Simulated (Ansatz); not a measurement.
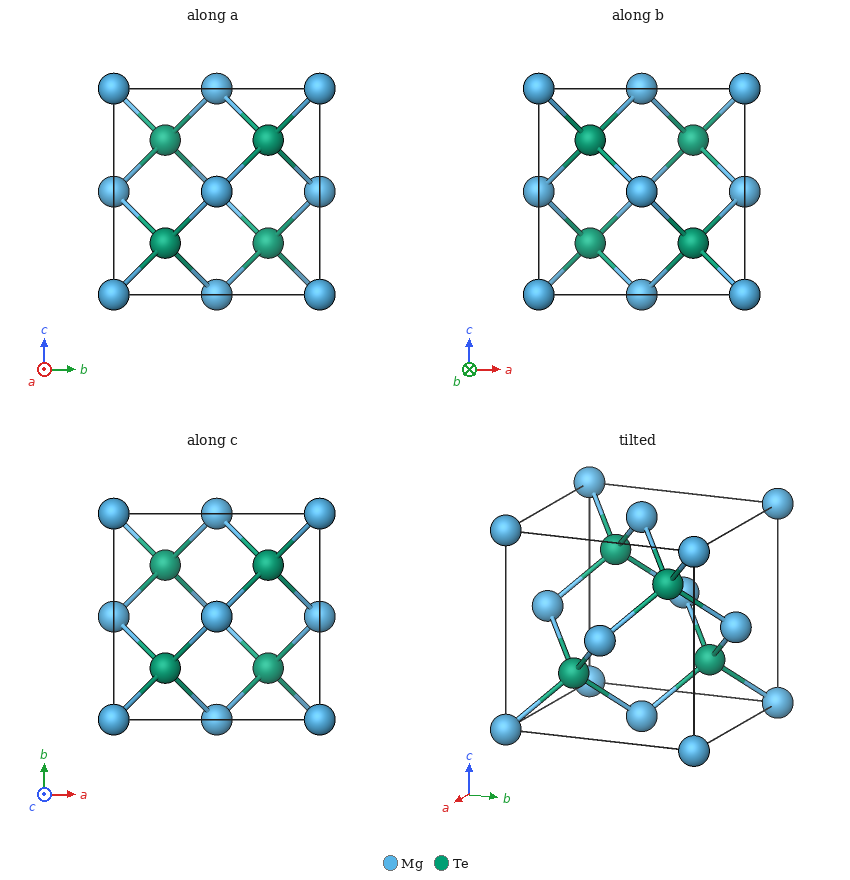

We look at a ball-and-stick model of the crystal along the a axis, along the b axis, along the c axis and slightly off an axis. The wireframe shows the conventional unit cell.

Lattice parameters: a = 6.466 Å, b = 6.466 Å, c = 6.466 Å, α = 90.00°, β = 90.00°, γ = 90.00°. Put a along x and b in the xy plane.

Question: Give the structure in the form of a POSCAR file.

Answer:
```
Mg Te
1.0
     6.466    0.000    0.000
     0.000    6.466    0.000
     0.000    0.000    6.466
Mg Te
4 4
Direct
  0.0000 0.0000 0.0000
  0.0000 0.5000 0.5000
  0.5000 0.0000 0.5000
  0.5000 0.5000 0.0000
  0.2500 0.2500 0.7500
  0.2500 0.7500 0.2500
  0.7500 0.2500 0.2500
  0.7500 0.7500 0.7500
```

The model was built from a structure type filled with these elements by a generator (whether the compound takes this form wasn't checked). Earlier steps of the study may have refined or changed the cell and positions. An electronic-structure calculation with Ansatz was run on it.
